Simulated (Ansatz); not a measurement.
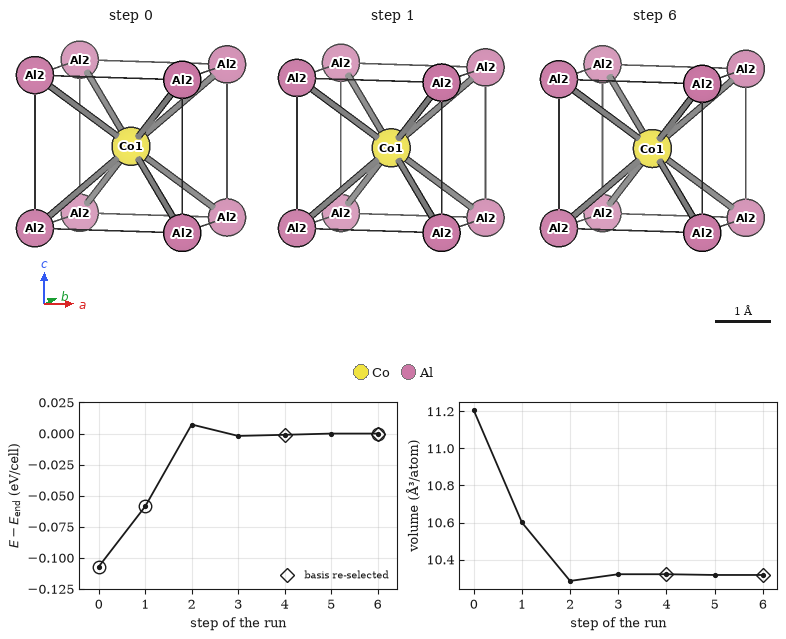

Frames of a relaxation of crystalline AlCo (set up in Pm-3m), marked on the history of the run. The picture is a ball-and-stick view of the cell of the calculation, seen slightly off an axis.

The run lets cell and atoms move.

Level of theory: Kohn-Sham DFT of a periodic cell, PBEsol, Ansatz PAW in Ansatz.

Input file:
```yaml
crystal:
  lattice:
    - [2.81940321, 0.0, 0.0]
    - [0.0, 2.81940321, 0.0]
    - [0.0, 0.0, 2.81940321]
  atoms:
    - { symbol: Co, position: [0.5, 0.5, 0.5], spin: 2.0 }
    - { symbol: Al, position: [0.0, 0.0, 0.0] }
hamiltonian:
  xc: pbesol
  pseudopotentials: { kind: paw }
magnetization:
  spin_polarized: true
kpoints:
  mp_grid: { grid: [9, 9, 9] }
scf:
  occupations: { method: fermi_dirac, width: 0.05 }
output:
  forces: true
  stress: true
  eigenvalues: true
relax:
  f_tol: 0.01
  max_steps: 40
  cell: { stress_tol: 0.05, p_target: 20.0 }
```

Launched with:
```bash
ansatz run input.yaml --threads 2 --pin off --max-ram 5632MiB --backend cpu --events-out ev --progress --plain --runs-dir out
```

> What happens along the run?

The energy rises by 0.107 eV per cell of the calculation in 4 accepted moves (6 points after the start). With the target pressure of 20 GPa, the enthalpy E + pV changes by −0.115 eV per cell of the calculation. All forces vanish by symmetry, so only the cell relaxes. The pressure goes from 0.66 to 20.00 GPa. At 2 points the geometry stayed and the basis and grid were re-selected for the new cell (energy shift of 0.9 meV per cell of the calculation at most each time). No atom moves by more than 0.005 Å relative to the cell. Cell: a = b = c 2.819 → 2.743 Å (−2.7 %). Volume −7.9 %. Some distances before and after: Co1–Al2 2.442 → 2.375 Å. The space group stays Pm-3m (No. 221). The program noted that the starting moments weren't kept. Cost: 6.2 s on 2 threads of Intel(R) Xeon(R) Platinum 8488C (Sapphire Rapids), on a shared host, peak memory 0.36 GiB. From step 0 to 1: volume −5.4 %, energy +48.5 meV per cell of the calculation. From step 1 to 6: volume −2.7 %, energy +58.6 meV per cell of the calculation.

```csv
step,"E − E(0), meV/atom","pressure, GPa","volume, Å³/atom",note
0,0.00,0.66,11.206,
1,24.24,12.99,10.600,
2,57.18,20.94,10.285,
3,52.59,19.96,10.321,
4,53.04,19.89,10.321,"same geometry, new basis"
5,53.53,20.00,10.317,
6,53.53,20.00,10.317,"same geometry, new basis"
```
